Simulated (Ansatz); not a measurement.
```yaml
crystal:
  lattice:
    - [4.86728, 0.00000, 0.00000]
    - [0.00000, 0.00000, -4.86728]
    - [0.00000, 4.86728, 0.00000]
  atoms:
    - { symbol: Si, position: [0.75000, 0.75000, 0.25000] }
    - { symbol: Si, position: [0.25000, 0.75000, 0.75000] }
    - { symbol: Si, position: [0.25000, 0.25000, 0.25000] }
    - { symbol: Si, position: [0.75000, 0.25000, 0.75000] }
    - { symbol: O, position: [0.50000, 0.50000, 0.00000] }
    - { symbol: O, position: [0.00000, 0.50000, 0.50000] }
    - { symbol: O, position: [0.00000, 0.00000, 0.00000] }
    - { symbol: O, position: [0.50000, 0.00000, 0.50000] }
```

Space group F-43m; a generated structure, not necessarily the stable one.

These are results of Kohn-Sham DFT of a periodic cell, HSE06 form with a typed share of exact exchange, Ansatz PAW (Ansatz 0.2.0), not measurements.

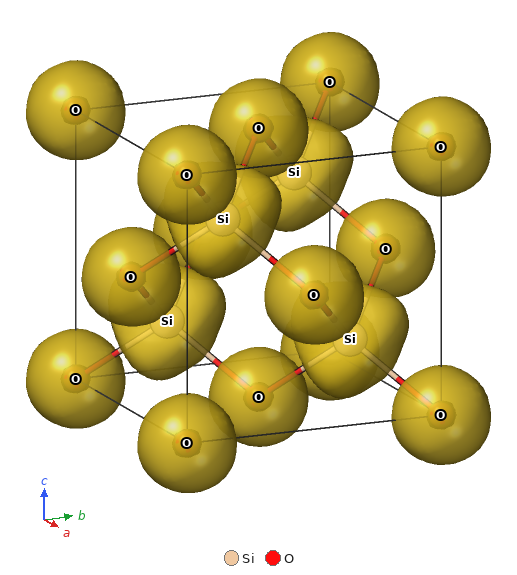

SiO. Isosurface of the ELF at 0.6 (yellow), seen slightly off an axis. Only the valence region is drawn (cores and ρ < 0.01 e/Å³ removed). Sticks mark near contacts.

### Describe the localisation domains.

The ELF exceeds this value in four regions wrapped around O (the valence shell of each) and four regions wrapped around Si (the valence shell of each), counted in one cell of 8 atoms. Any copies at cell faces, edges or corners count once. Along the contacts the grid gives the following. Si–O (2.11 Å): the ELF peaks at about 0.85 in the valence shell of O, 0.6 Å from its nucleus, and drops to about 0.50 between the two atoms.

### Does the calculation give a band gap?

It is gapped, with a Kohn–Sham gap of 0.38 eV on the k-point mesh (the band edges may lie off the mesh, which would make the gap smaller).
